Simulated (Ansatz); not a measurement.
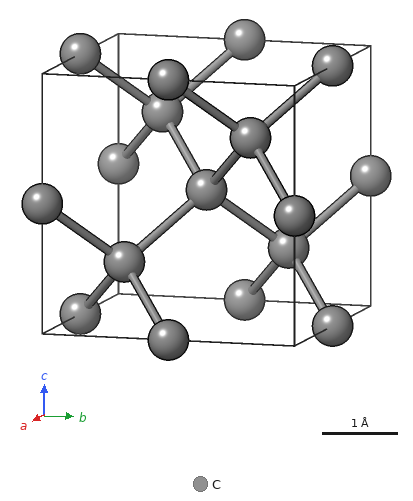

Normal modes of solid C relaxed at 8 GPa, space group Fd-3m (No. 227), at the zone centre. A ball-and-stick model of the conventional cell (4 times the calculation's cell), seen slightly off an axis. Lengths and directions refer to the drawn axes.

The calculation used DFT PBE, scalar-relativistic, plane waves, PAW in Ansatz 0.2.0. Settings: plane-wave cutoff 420 eV; k-point mesh 12 × 12 × 12; occupations fixed; target pressure 8 GPa; no spin polarisation.

Frequencies are those without the non-analytic (LO–TO) term.

Question: Which optical modes does it have, at what frequencies, and is it stable there?

Answer: The calculation's cell holds 2 atoms, so there are 3 optical modes, in 1 level. The optical modes span T₂g. No level is unstable.

| level | symmetry | frequency (cm⁻¹) | activity |
| --- | --- | --- | --- |
| 1 | T₂g | 1313 | Raman-active |

The modes drawn as arrows (one member of each degenerate set):

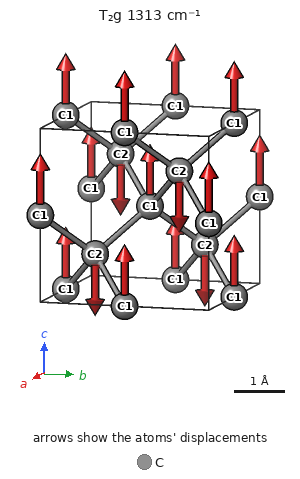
